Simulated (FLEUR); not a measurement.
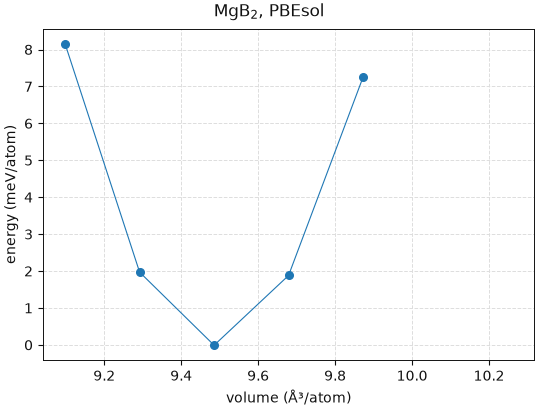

The picture above shows the energy against volume for MgB₂, space group P6/mmm (No. 191).

The given structure:
```
CELL_PARAMETERS angstrom
3.08500 0.00000 0.00000
-1.54250 2.67169 0.00000
0.00000 0.00000 3.52300
ATOMIC_POSITIONS crystal
Mg 0.00000 0.00000 0.00000
B 0.66667 0.33333 0.50000
B 0.33333 0.66667 0.50000
```

Computed with FLEUR MaX-R8.1 (later development tree): all-electron LAPW DFT, no spin polarisation; energies at scaled volumes of the given cell, shape and fractions fixed, counted from the fit's minimum, third-order Birch-Murnaghan fit. Level: PBEsol.

- k mesh: 10×10×8
- occupations: Fermi–Dirac
- smearing width: 0.05 eV
- potentials: all electron
- program settings: basis FLAPW, kmax 4.77 1/bohr

The points at volume 10.07 Å³/atom and 10.26 Å³/atom are left out of the plot. What values does the calculation give there?

| volume (Å³/atom) | energy (meV/atom) |
| --- | --- |
| 10.07 | 15.83 |
| 10.26 | 27.27 |

Keep in mind: shape and atomic fractions are frozen while scaling, which makes layered, chain and framework solids too stiff.
